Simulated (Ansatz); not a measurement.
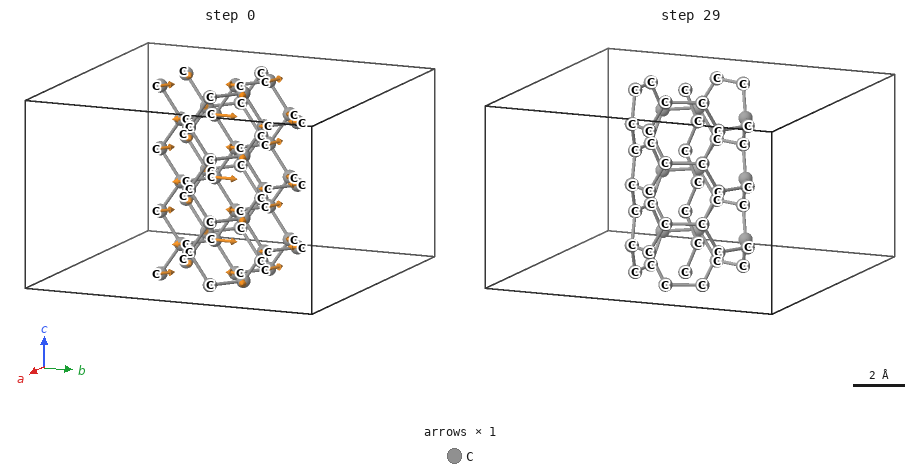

The structure of a wire of composition C before (left) and after (right) a relaxation, at one scale. The orange arrows give the displacements (the part carried along by the change of the cell is left out), at their true length.

Style: ball-and-stick. Shown: the 3 repeat of the cell, with the vacuum cut short (origin shifted), slightly off an axis.

Case: wire along [1 1 0], 15 atoms a period.

The calculation used DFT PBE, scalar-relativistic, plane waves, PAW (Ansatz).

The input:
```yaml
crystal:
  lattice:
    - [14.1, 0.0, 0.0]
    - [0.0, 14.7, 0.0]
    - [0.0, 0.0, 2.5254132908]
  atoms:
    - { symbol: C, position: [0.5, 0.5, 0.0], spin: 0.3 }
    - { symbol: C, position: [0.5895536628, 0.5607393491, 0.0], spin: 0.3 }
    - { symbol: C, position: [0.5895536628, 0.3177819527, 0.0], spin: 0.3 }
    - { symbol: C, position: [0.4104463372, 0.6214786982, 0.5], spin: 0.3 }
    - { symbol: C, position: [0.4104463372, 0.3785213018, 0.5], spin: 0.3 }
    - { symbol: C, position: [0.5, 0.6822180473, 0.5], spin: 0.3 }
    - { symbol: C, position: [0.5, 0.4392606509, 0.5], spin: 0.3 }
    - { symbol: C, position: [0.5895536628, 0.6214786982, 0.5], spin: 0.3 }
    - { symbol: C, position: [0.5895536628, 0.3785213018, 0.5], spin: 0.3 }
    - { symbol: C, position: [0.3208926744, 0.4392606509, 0.5], spin: 0.3 }
    - { symbol: C, position: [0.6791073256, 0.4392606509, 0.5], spin: 0.3 }
    - { symbol: C, position: [0.3208926744, 0.5, 0.0], spin: 0.3 }
    - { symbol: C, position: [0.6791073256, 0.5, 0.0], spin: 0.3 }
    - { symbol: C, position: [0.4104463372, 0.5607393491, 0.0], spin: 0.3 }
    - { symbol: C, position: [0.4104463372, 0.3177819527, 0.0], spin: 0.3 }
basis:
  ecutwfc: 420
kpoints:
  mp_grid: { grid: [1, 1, 13] }
hamiltonian:
  xc: pbe
scf:
  occupations: { method: gaussian, width: 0.05 }
  lower_state_search: "off"
output:
  forces: true
  stress: true
  eigenvalues: true
  populations: true
  write_density: true
  write_potential: true
  elf: true
  volumetric_format: npy
magnetization:
  spin_polarized: true
relax:
  adjacent_minimum: "off"
  f_tol: 0.02
  max_steps: 45
  cell: { fix: [a, b, alpha, beta, gamma], stress_tol: 0.03 }
```

Launched with:
```bash
ansatz run input.yaml --threads 4 --pin off --max-ram 11264MiB --backend cpu --events-out ev --progress --plain --runs-dir out
```

Summarise the run.

Answer. After 23 accepted moves (29 points after the start) the energy has fallen by 9.432 eV per cell of the calculation. Largest force component: 5.9 eV/Å at the start, 0.0061 eV/Å at the end. The line search rejected the trial steps at points 5, 11, 18, 20 of the run. At 2 points the geometry stayed and the basis and grid were re-selected for the new cell (energy shift of 10.4 meV per cell of the calculation at most each time). C7 moves most relative to the layer's centre: 0.98 Å. Along the periodic axis the drawn cell goes c 7.576 → 7.353 Å (−2.9 %). Some distances before and after: C5–C7 1.546 → 2.646 Å, C1–C14 1.546 → 2.568 Å, C3–C15 2.525 → 1.538 Å, C1–C15 2.961 → 1.981 Å. New bonds form: C3–C15 (2.53 → 1.54 Å). Bonds break: C1–C14 (1.55 → 2.57 Å), C1–C2 (1.55 → 2.57 Å), C5–C7 (1.55 → 2.65 Å), C7–C9 (1.55 → 2.65 Å). Among the angles between lasting bonds that change: C7–C1–C7 109.5° → 133.2°, C4–C6–C8 109.5° → 126.3°, C6–C4–C14 109.5° → 122.3°. The program noted that the starting moments weren't kept. The run may lie on a higher electronic state than the lowest, so the end point isn't shown to be the ground-state structure. The run took 8.6 min on 4 threads of Intel(R) Xeon(R) Platinum 8375C CPU @ 2.90GHz (Ice Lake), with other jobs on the host, peak memory 1.4 GiB.
